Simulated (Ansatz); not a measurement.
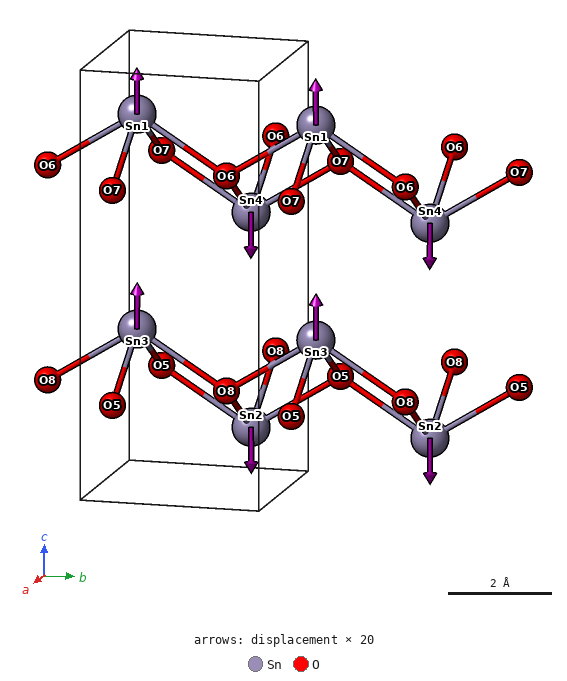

This is a relaxation of a crystal of SnO (set up in Cmce). The starting structure is drawn; purple arrows show the displacements (the part carried along by the change of the cell is left out), magnified 20 times.

The picture is a ball-and-stick view of the cell of the calculation, repeated 1 × 2 × 1 with one cell outlined, seen slightly off an axis.

Case: relaxed at 15 GPa.

The calculation used DFT r2SCAN, scalar-relativistic, plane waves, PAW in Ansatz 0.2.0. Set-up: plane-wave cutoff 500 eV; k-point mesh 10 × 10 × 4; occupations gaussian; smearing width 0.1 eV; target pressure 15 GPa; no spin polarisation; cell and atoms relaxed; force threshold 0.008 eV/Å; at most 50 steps.

Atoms of which element are displaced furthest, and by how much?

Answer. Tin: up to 0.047 Å, against 0.000 Å for oxygen.

What did the optimiser do to the structure, and how much energy did it gain?

Answer. The largest moves relative to the cell, 0.047 Å, are those of Sn1, Sn2, Sn3 and Sn4. Sn2 goes along −c. O stays in place. Cell: a = b 3.612 → 3.644 Å (+0.9 %), c 8.590 → 8.513 Å (−0.9 %). Volume +0.9 %. Among the contacts that change: Sn1–O6 2.127 → 2.161 Å. The space group stays P4/nmm (No. 129). After 4 accepted moves (6 points after the start) the energy has fallen by 30.2 meV per atom. With the target pressure of 15 GPa, the enthalpy E + pV changes by −18.7 meV per atom. Largest force component: 1.4 eV/Å at the start, 0.00058 eV/Å at the end. Pressure: 21.20 GPa at the start and 14.99 GPa at the end. The line search rejected the trial step at point 1 of the run. At 1 point the geometry stayed and the basis and grid were re-selected for the new cell (energy shift of less than 0.05 meV per atom at most each time).

Limits of the set-up: layers or molecules are held without a dispersion correction, so their spacing is unreliable.
